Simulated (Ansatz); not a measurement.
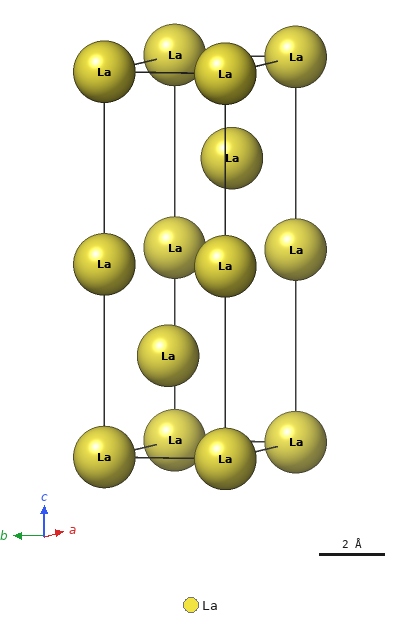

Figure 1. The starting structure (spheres-only view of the cell of the calculation, seen at an oblique angle).

**La: geometry relaxation (part 1 of 2)**

- system: La (P6₃/mmc, 4 atoms in the cell)
- method: DFT r2SCAN, scalar-relativistic, plane waves, PAW, no spin polarisation (Ansatz 0.2.0)

The structure was built on a prototype by a generator; it need not be a known phase.

**Input file**
```yaml
crystal:
  lattice:
    - [3.7699997916, 0.0, 0.0]
    - [-1.8849998958, 3.2649155918, 0.0]
    - [0.0, 0.0, 12.1299993295]
  atoms:
    - { symbol: La, position: [0.0, 0.0, 0.0] }
    - { symbol: La, position: [0.0, 0.0, 0.5] }
    - { symbol: La, position: [0.3333333333, 0.6666666667, 0.25] }
    - { symbol: La, position: [0.6666666667, 0.3333333333, 0.75] }
basis:
  ecutwfc: 500
kpoints:
  mp_grid: { grid: [15, 15, 4] }
hamiltonian:
  xc: r2scan
scf:
  occupations: { method: gaussian, width: 0.1 }
output:
  forces: true
  stress: true
  eigenvalues: true
  write_density: true
  write_potential: true
  elf: true
  volumetric_format: npy
relax:
  adjacent_minimum: "off"
  f_tol: 0.005
  max_steps: 80
  cell: { stress_tol: 0.05 }
```

Machine: 8 threads of Intel Xeon (Granite Rapids), 64 GiB of memory available, shared host.

Run as:
```bash
ansatz run input.yaml --threads 8 --pin off --max-ram 14336MiB --backend cpu --events-out ev --progress --plain --runs-dir out
```

**Output**
```
Engine: ansatz 0.2.0, x86_64-unknown-linux-gnu
Pseudopotentials: kind: paw
Pseudopotential: La, paw, valence charge 11, recommended cutoff 500 eV (meta_gga), La.paw.azcp
Functional definition: r2SCAN
  parameter k0 = 0.174
  parameter k1 = 0.065
  parameter a1 = 4.9479
  exchange = r2scan_x(k0 = k0, k1 = k1, a1 = a1)
  correlation = r2scan_c
Crystal: 4 atoms, lattice volume = 149.305 Å³
Basis set: ecut = 500 eV, 3765 PW (Γ), exchange–correlation on 120×120×360 points (64 copies of the dense FFT grid, shifted against one another)
Bands: 27, of which v1, the nominal top of the filled ones, is band 22 counted from 1 (21 counted from 0)
Symmetry: 24 space group operations
Space group: P63/mmc (ITA 194), of the structure as read, at distance tolerance 5.3e-5 Å
k-points: 81 of 900
Non-local potential: La, projectors of the file, l = 0: 3, l = 1: 2, l = 2: 2, l = 3: 3
PAW form: soft (Blöchl's): semilocal exchange-correlation on the pseudo side does not see the compensation charge
PAW frozen core: La, regenerated for the run's functional (the file was generated under x = pbe(κ = 0.804, μ = 0.2195149727645171), c = pbe(β = 0.06672455060314922))
PAW one-centre angular grid: La, 974 points (default); XC on 160 Gauss nodes
Initial density: superposition of atomic densities (neutral atoms: chi_scale 0, normalization atom), corrected by the library's trained network
Initial wavefunctions: pseudopotential atomic-orbital guess
Functional: x = r2scan, c = r2scan; τ floored in thin density (d = 2e-4 eV/Å³)
SCF iter   1: F=—  HF=-25058.495893 eV  |F-HF|=—  |Δ(HF+E_count)|=         —  Δρ=8.58e-3  dr2=1.15e-1  dr2_τ=1.00e-2  ethr=1.77e-3  ⟨swp⟩=7.7  Hψ=12227  notcnv=0
preconditioner: auto → Kerker (q_TF=auto, 2.226 Å⁻¹)  [metal: Δε(μ)=0.003 eV  Ē_g=12.544 eV  σ=0.100 eV  W_gap=0.02  n_scr=38 (ndim 8)  ℏωp=18.2 eV  f_vac=0.000  D(μ)=6.04/eV (n_scr^D=52)]
SCF iter   2: F=—  HF=-25058.727206 eV  |F-HF|=—  |Δ(HF+E_count)|=   2.31e-1  Δρ=4.39e-3  dr2=2.79e-2  dr2_τ=1.39e-3  ethr=2.60e-4  ⟨swp⟩=3.1  Hψ=5157  notcnv=0  defer=28
SCF iter   3: F=—  HF=-25058.723545 eV  |F-HF|=—  |Δ(HF+E_count)|=   3.66e-3  Δρ=7.94e-4  dr2=1.10e-3  dr2_τ=3.95e-5  ethr=6.33e-5  ⟨swp⟩=3.0  Hψ=4197  notcnv=0  defer=28
SCF iter   4: F=—  HF=-25058.724759 eV  |F-HF|=—  |Δ(HF+E_count)|=   1.21e-3  Δρ=3.09e-4  dr2=1.65e-4  dr2_τ=1.99e-6  ethr=2.49e-6  ⟨swp⟩=2.3  Hψ=4029  notcnv=0  defer=28
SCF iter   5: F=—  HF=-25058.724883 eV  |F-HF|=—  |Δ(HF+E_count)|=   1.25e-4  Δρ=7.86e-5  dr2=1.21e-5  dr2_τ=1.10e-7  ethr=3.76e-7  ⟨swp⟩=2.7  Hψ=3912  notcnv=0  defer=28
SCF iter   6: F=—  HF=-25058.724934 eV  |F-HF|=—  |Δ(HF+E_count)|=   5.11e-5  Δρ=1.85e-5  dr2=6.54e-7  dr2_τ=2.18e-8  ethr=2.74e-8  ⟨swp⟩=2.4  Hψ=3940  notcnv=0  defer=28
SCF iter   7: F=—  HF=-25058.724935 eV  |F-HF|=—  |Δ(HF+E_count)|=   3.20e-7  Δρ=6.85e-6  dr2=2.10e-7  dr2_τ=6.80e-9  ethr=2.27e-10  ⟨swp⟩=15.9  Hψ=20095  notcnv=0
SCF iter   8: F=-25058.724935 eV  HF=-25058.724935 eV  |F-HF|=5.37e-9  |Δ(HF+E_count)|=   2.61e-8  Δρ=2.43e-6  dr2=9.49e-9  dr2_τ=1.39e-10  ethr=2.27e-10  ⟨swp⟩=11.2  Hψ=16004  notcnv=0
SCF 1 converged in 8 iterations: F = -25058.724935 eV  dr2 = 9.49e-9
  greatest PAW one-centre occupation: 0.968 electrons in one spin orbital (limit 2), on the La atom at site 3 (counted from 0), in its partial waves of l = 0
relax step   1: F+E_penalty+E_count = -25058.72493483 eV  Δ(F+E_penalty+E_count) = +0.000e0 eV  max|allowed force component| = 4.742e-17 eV/Å  Δτ_max = 0.0000 Å  P = -0.010 GPa  Ω = 149.305 Å³  (8 SCF iters, dr2 threshold 1.00e-7 eV, accepted)
Crystal: 4 atoms, lattice volume = 149.258 Å³
Initial density: handed on by an earlier stage of this run
Initial wavefunctions: those handed on with the density
iter 1 solved again at ethr=9.04e-7 eV; its pass at ethr=3.10e-3 eV (dr2=3.98e-4 eV) is discarded
SCF iter   1: F=—  HF=-25058.725011 eV  |F-HF|=—  |Δ(HF+E_count)|=         —  Δρ=4.25e-4  dr2=3.61e-4  dr2_τ=1.69e-4  ethr=9.04e-7  ⟨swp⟩=3.3  Hψ=15017  notcnv=0
preconditioner: auto → Kerker (q_TF=auto, 2.226 Å⁻¹)  [metal: Δε(μ)=0.009 eV  Ē_g=12.566 eV  σ=0.100 eV  W_gap=0.05  n_scr=38 (ndim 8)  ℏωp=18.2 eV  f_vac=0.000  D(μ)=6.12/eV (n_scr^D=52)]
SCF iter   2: F=—  HF=-25058.726163 eV  |F-HF|=—  |Δ(HF+E_count)|=   1.15e-3  Δρ=1.29e-4  dr2=2.04e-5  dr2_τ=2.72e-6  ethr=8.19e-7  ⟨swp⟩=2.2  Hψ=4009  notcnv=0
SCF iter   3: F=—  HF=-25058.726212 eV  |F-HF|=—  |Δ(HF+E_count)|=   4.94e-5  Δρ=7.07e-5  dr2=8.19e-6  dr2_τ=6.43e-8  ethr=4.63e-8  ⟨swp⟩=2.0  Hψ=2488  notcnv=0
SCF iter   4: F=—  HF=-25058.726217 eV  |F-HF|=—  |Δ(HF+E_count)|=   4.76e-6  Δρ=1.90e-5  dr2=8.50e-7  dr2_τ=1.32e-8  ethr=1.86e-8  ⟨swp⟩=2.9  Hψ=4147  notcnv=0
SCF iter   5: F=-25058.726217 eV  HF=-25058.726217 eV  |F-HF|=8.44e-8  |Δ(HF+E_count)|=   4.73e-7  Δρ=8.55e-6  dr2=1.72e-7  dr2_τ=1.65e-9  ethr=5.53e-10  ⟨swp⟩=13.0  Hψ=18852  notcnv=0
SCF 2 converged in 5 iterations: F = -25058.726217 eV  dr2 = 1.72e-7
relax step   2: F+E_penalty+E_count = -25058.72621722 eV  Δ(F+E_penalty+E_count) = -1.282e-3 eV  max|allowed force component| = 3.701e-17 eV/Å  Δτ_max = 0.0000 Å  P = -0.008 GPa  Ω = 149.258 Å³  energy of the carried Pulay correction = +9.016e-6 eV  (5 SCF iters, dr2 threshold 2.43e-7 eV, accepted)
Crystal: 4 atoms, lattice volume = 149.169 Å³
Basis set: ecut = 500 eV, 3751 PW (Γ), exchange–correlation on 120×120×360 points (64 copies of the dense FFT grid, shifted against one another)
iter 1 solved again at ethr=4.54e-7 eV; its pass at ethr=3.10e-3 eV (dr2=2.00e-4 eV) is discarded
SCF iter   1: F=—  HF=-25058.725877 eV  |F-HF|=—  |Δ(HF+E_count)|=         —  Δρ=3.02e-4  dr2=1.81e-4  dr2_τ=8.33e-5  ethr=4.54e-7  ⟨swp⟩=3.4  Hψ=14983  notcnv=0
preconditioner: auto → Kerker (q_TF=auto, 2.226 Å⁻¹)  [metal: Δε(μ)=0.003 eV  Ē_g=12.559 eV  σ=0.100 eV  W_gap=0.02  n_scr=38 (ndim 8)  ℏωp=18.2 eV  f_vac=0.000  D(μ)=6.11/eV (n_scr^D=52)]
SCF iter   2: F=—  HF=-25058.726449 eV  |F-HF|=—  |Δ(HF+E_count)|=   5.71e-4  Δρ=9.38e-5  dr2=1.13e-5  dr2_τ=1.35e-6  ethr=4.11e-7  ⟨swp⟩=2.2  Hψ=4007  notcnv=0
SCF iter   3: F=—  HF=-25058.726484 eV  |F-HF|=—  |Δ(HF+E_count)|=   3.57e-5  Δρ=5.14e-5  dr2=4.49e-6  dr2_τ=3.30e-8  ethr=2.58e-8  ⟨swp⟩=2.0  Hψ=2470  notcnv=0
SCF iter   4: F=—  HF=-25058.726487 eV  |F-HF|=—  |Δ(HF+E_count)|=   2.55e-6  Δρ=1.38e-5  dr2=4.62e-7  dr2_τ=6.37e-9  ethr=1.02e-8  ⟨swp⟩=2.9  Hψ=4141  notcnv=0
SCF iter   5: F=—  HF=-25058.726487 eV  |F-HF|=—  |Δ(HF+E_count)|=   2.39e-7  Δρ=6.45e-6  dr2=1.02e-7  dr2_τ=9.33e-10  ethr=1.05e-9  ⟨swp⟩=2.9  Hψ=4110  notcnv=0
SCF iter   6: F=-25058.726487 eV  HF=-25058.726487 eV  |F-HF|=3.43e-9  |Δ(HF+E_count)|=   5.38e-8  Δρ=2.97e-6  dr2=2.39e-8  dr2_τ=1.04e-10  ethr=9.78e-11  ⟨swp⟩=11.3  Hψ=16443  notcnv=0
SCF 3 converged in 6 iterations: F = -25058.726487 eV  dr2 = 2.39e-8
relax step   3: F+E_penalty+E_count = -25058.72648711 eV  Δ(F+E_penalty+E_count) = -2.699e-4 eV  max|allowed force component| = 6.939e-18 eV/Å  Δτ_max = 0.0000 Å  P = +0.004 GPa  Ω = 149.169 Å³  energy of the carried Pulay correction = +2.505e-5 eV  (6 SCF iters, dr2 threshold 4.30e-8 eV, accepted)
Initial wavefunctions: pseudopotential atomic-orbital guess (no wavefunctions were taken with the density)
iter 1 solved again at ethr=2.92e-7 eV; its pass at ethr=3.10e-3 eV (dr2=1.29e-4 eV) is discarded
SCF iter   1: F=—  HF=-25058.726436 eV  |F-HF|=—  |Δ(HF+E_count)|=         —  Δρ=1.10e-5  dr2=4.95e-8  dr2_τ=5.21e-8  ethr=2.92e-7  ⟨swp⟩=4.5  Hψ=19152  notcnv=0
eigensolver tolerance schedule: the retry pair's looser diagonalisation over-reported the residual by 2595.99 of it (diagonalisation noise at 0.32 of the residual, at the tolerance the schedule requests for it); recorded, not acted on — ethr = c·dr2/N_el stays at c = 1.0e-1
preconditioner: auto → Kerker (q_TF=auto, 2.226 Å⁻¹)  [metal: Δε(μ)=0.006 eV  Ē_g=12.560 eV  σ=0.100 eV  W_gap=0.03  n_scr=38 (ndim 8)  ℏωp=18.2 eV  f_vac=0.000  D(μ)=6.12/eV (n_scr^D=52)]
SCF iter   2: F=—  HF=-25058.726470 eV  |F-HF|=—  |Δ(HF+E_count)|=   3.41e-5  Δρ=6.01e-6  dr2=1.79e-8  dr2_τ=5.91e-9  ethr=1.12e-10  ⟨swp⟩=2.9  Hψ=4463  notcnv=0
SCF iter   3: F=—  HF=-25058.726470 eV  |F-HF|=—  |Δ(HF+E_count)|=   2.84e-8  Δρ=7.88e-7  dr2=1.77e-9  dr2_τ=5.41e-11  ethr=4.07e-11  ⟨swp⟩=2.2  Hψ=3656  notcnv=0
SCF iter   4: F=—  HF=-25058.726470 eV  |F-HF|=—  |Δ(HF+E_count)|=  9.39e-10  Δρ=4.34e-7  dr2=4.07e-10  dr2_τ=1.60e-11  ethr=4.02e-12  ⟨swp⟩=3.0  Hψ=3985  notcnv=0
SCF iter   5: F=-25058.726470 eV  HF=-25058.726470 eV  |F-HF|=1.46e-11  |Δ(HF+E_count)|=  2.36e-10  Δρ=1.10e-7  dr2=3.58e-11  dr2_τ=2.70e-12  ethr=1.00e-12  ⟨swp⟩=5.8  Hψ=13276  notcnv=0
SCF 4 converged in 5 iterations: F = -25058.726470 eV  dr2 = 3.58e-11
relax step   4: F+E_penalty+E_count = -25058.72646987 eV  Δ(F+E_penalty+E_count) = +1.724e-5 eV  max|allowed force component| = 9.252e-18 eV/Å  Δτ_max = 0.0000 Å  P = +0.004 GPa  Ω = 149.169 Å³  stress off target by 4.02e-3 GPa  SCF on the basis re-selected at this cell (its energy is not comparable with the rows above)  (5 SCF iters)
```

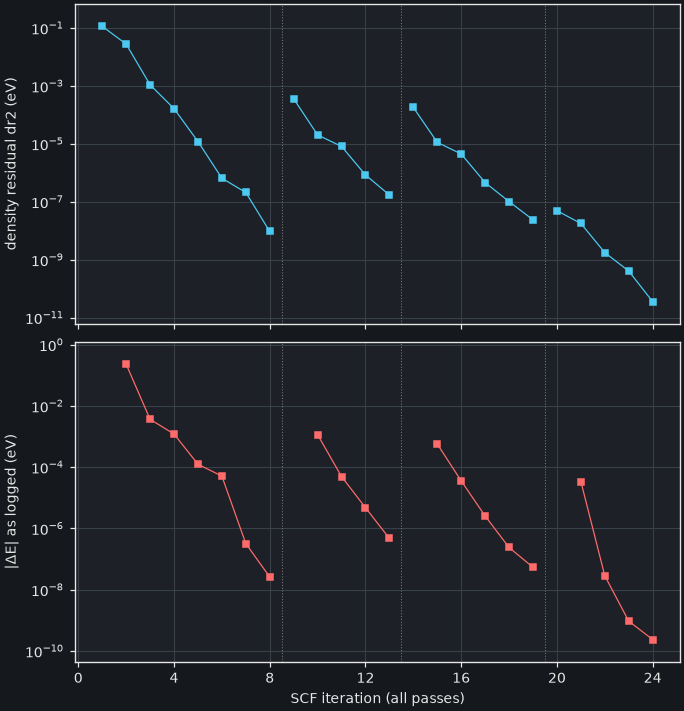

Figure 2. Convergence of the self-consistent field: density residual dr2 and size of the energy change against the SCF iteration. The dotted lines part the SCF passes of the relaxation: geometry steps, rejected trials and re-solves on a re-selected basis. The passes take 8, 5, 6 and 5 iterations.

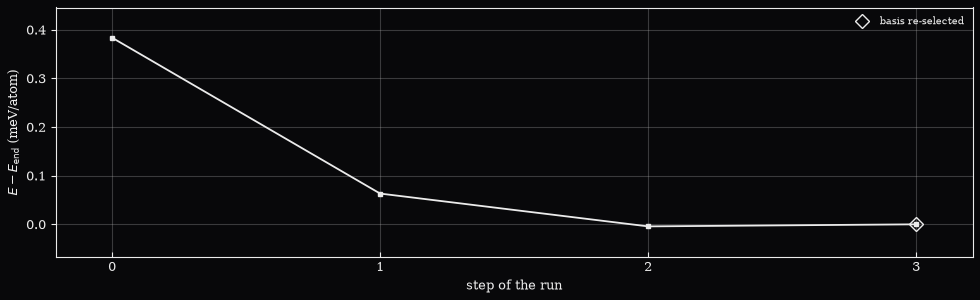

Figure 3. Progress of the relaxation, step by step (the first geometry is step 0 here and step 1 in the log).
